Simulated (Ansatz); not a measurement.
Geometry relaxation, with input and output: Mo$_{14}$S$_{27}$ (charge −1) (part 5 of 5)

Continued. System: Mo$_{14}$S$_{27}$ (defect cell, 41 atoms in the cell, total charge −1). Method: DFT r2SCAN, scalar-relativistic, plane waves, PAW, spin-polarised (Ansatz 0.2.0); cutoff 500 eV, 2×2×2 k-mesh, Gaussian smearing of 0.01 eV, collinear spins. The structure derives from a Materials Project entry. It belongs to a series of runs on one base structure; here: S vacancy (site f), charge -1, atoms relaxed at the host's cell.

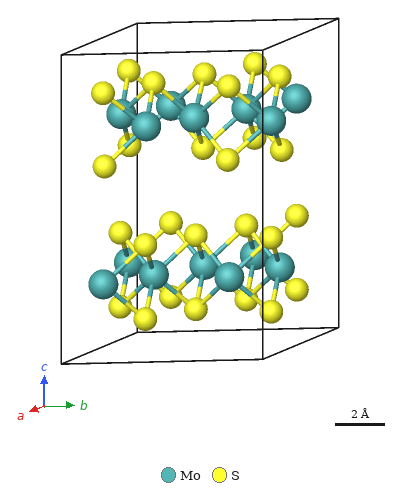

**Figure 1.** The geometry at step 5 of the log (ball-and-stick view of the cell of the calculation, seen slightly off an axis).

Trajectory as extended XYZ, continued
```
41
Lattice="-1.5921 -8.2730 0.0000 7.9607 2.7577 0.0000 0.0000 0.0000 12.9904" Properties=species:S:1:pos:R:3:forces:R:3 step=5 energy=-94031.29051
Mo    1.5957   -4.5922    3.2433   -0.0003  -0.0002  -0.0012
Mo    4.7801   -4.5926    3.2492   -0.0002   0.0000  -0.0011
Mo    3.1876   -1.8346    3.2486    0.0000  -0.0002  -0.0012
Mo    0.0040   -7.3498    3.2491    0.0001   0.0002  -0.0010
Mo    6.3726   -1.8343    3.2489    0.0005   0.0001  -0.0010
Mo    4.7801    0.9233    3.2489    0.0000   0.0000  -0.0012
Mo    0.0039   -1.8345    3.2486   -0.0001  -0.0002  -0.0013
Mo    0.0348   -3.6384    9.7831   -0.0139  -0.0127  -0.0220
Mo    3.1252   -3.7072    9.7410    0.0173  -0.0088  -0.0086
Mo    1.5969   -0.9262    9.7288    0.0030  -0.0083  -0.0020
Mo    6.3698   -3.6667    9.7116   -0.0011  -0.0010   0.0001
Mo    4.7819   -0.9245    9.7076    0.0000  -0.0040  -0.0016
Mo    1.6333   -6.4273    9.7880    0.0066   0.0120  -0.0149
Mo    6.3613    1.8411    9.7229    0.0001   0.0021   0.0037
S     4.7153   -4.6018    8.1733   -0.0002  -0.0003   0.0052
S     3.1466   -1.8936    8.1682    0.0007  -0.0020   0.0078
S     0.0470   -7.3052    8.1963   -0.0014   0.0003  -0.0021
S     6.4502   -1.8182    8.1817    0.0033  -0.0009   0.0027
S     4.7567    0.9658    8.1673   -0.0008   0.0011   0.0002
S     0.0363   -1.8598    8.1737   -0.0031  -0.0061   0.0107
S     0.0060   -3.6737    4.8016    0.0004  -0.0002  -0.0002
S     3.1856   -3.6744    4.8012   -0.0003  -0.0003  -0.0003
S     1.5959   -0.9154    4.8036    0.0000  -0.0001   0.0000
S     6.3726   -3.6728    4.8041    0.0000   0.0001  -0.0003
S     4.7801   -0.9153    4.8035   -0.0001  -0.0001   0.0000
S     1.5959   -6.4282    4.8018    0.0001   0.0006  -0.0002
S     6.3722    1.8420    4.8038    0.0000  -0.0002  -0.0006
S     1.5831   -4.6013   11.3048   -0.0012   0.0014   0.0096
S     4.7583   -4.5789   11.2660   -0.0041   0.0078   0.0004
S     3.1963   -1.8602   11.2659   -0.0058   0.0065  -0.0003
S    -0.0089   -7.3502   11.2827    0.0029   0.0013   0.0025
S     6.3656   -1.8401   11.2703   -0.0026   0.0020   0.0058
S     4.7871    0.8911   11.2895   -0.0069   0.0002   0.0025
S    -0.0058   -1.8207   11.2994    0.0073   0.0098   0.0076
S     0.0023   -3.6722    1.6919   -0.0001   0.0001   0.0003
S     3.1894   -3.6723    1.6921    0.0003   0.0001   0.0003
S     1.5960   -0.9150    1.6940   -0.0001   0.0000   0.0006
S     6.3720   -3.6731    1.6949    0.0000   0.0000   0.0003
S     4.7801   -0.9155    1.6944   -0.0001   0.0000   0.0006
S     1.5960   -6.4323    1.6918    0.0000   0.0000   0.0004
S     6.3723    1.8425    1.6944   -0.0001  -0.0001   0.0002
```

Results in brief

```csv
quantity,value
outcome,converged
electrons treated,359
free energy,−94031.2905 eV
Fermi energy,10.371 eV
gap on the k-point mesh,0.31 eV
net moment of the cell,1.00 μB
integrated absolute moment,1.92 μB
final volume,798.49 Å³
largest force (length of the vector) at the end,0.029 eV/Å
hardware,"8 threads of AMD EPYC (Zen 3), 189 GiB of memory available, shared host"
wall time,10 min (CPU time 75 min)
peak memory,10 GiB
```

The electronic state found may not be the lowest one. The program warns: some starting moments were not kept.
